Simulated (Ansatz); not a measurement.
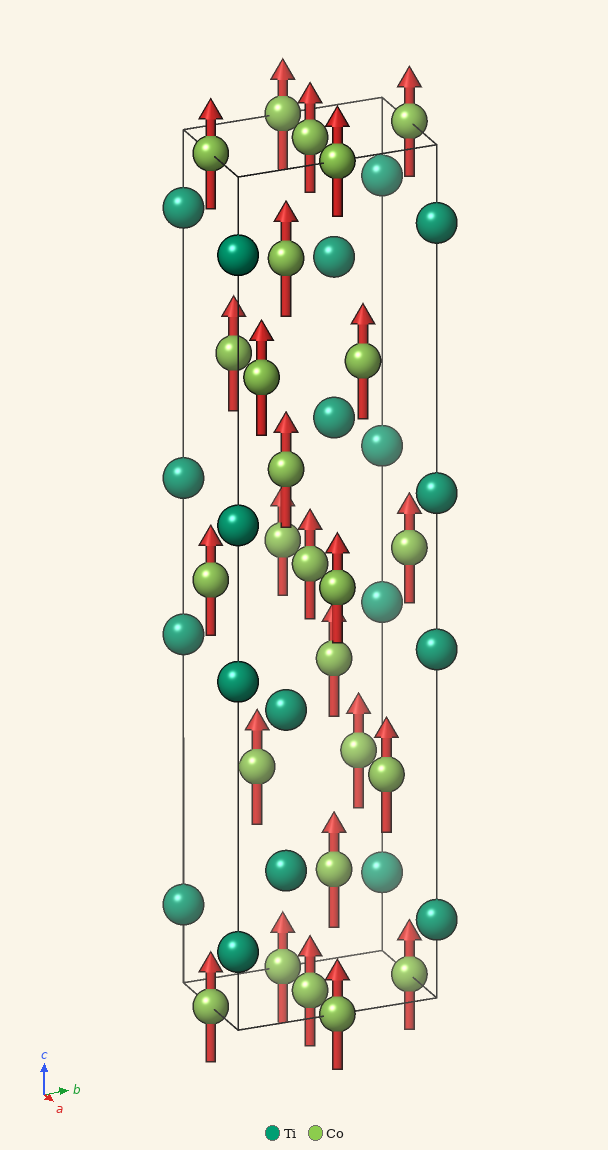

The image is a spheres-only drawing of a crystal, viewed slightly off an axis. The frame is the simulation cell; atoms at its boundary are shown with their periodic copies. Arrows are the site magnetic moments above 0.25 μB; longer means larger, and red and blue are up and down (without spin-orbit coupling the axis itself is arbitrary).

This is the state reached for TiCo$_{2}$. Computational set-up: DFT PBEsol, scalar-relativistic, plane waves, PAW in Ansatz, plane waves up to 420 eV, k-points on a 12×12×4 grid, Gaussian smearing of 0.1 eV, collinear spins.

Question: What is the magnetic arrangement?

Answer: Ferromagnetic (within this cell). Site moments: 16 Co +0.3 to +0.4 μB. The net spin moment of the whole cell is 4.0 μB, including what lies between the atoms and on sites without an arrow.

The starting point was a structure listed in the Materials Project. The final geometry of a relaxation with DFT PBEsol, scalar-relativistic, plane waves, PAW in Ansatz is shown.
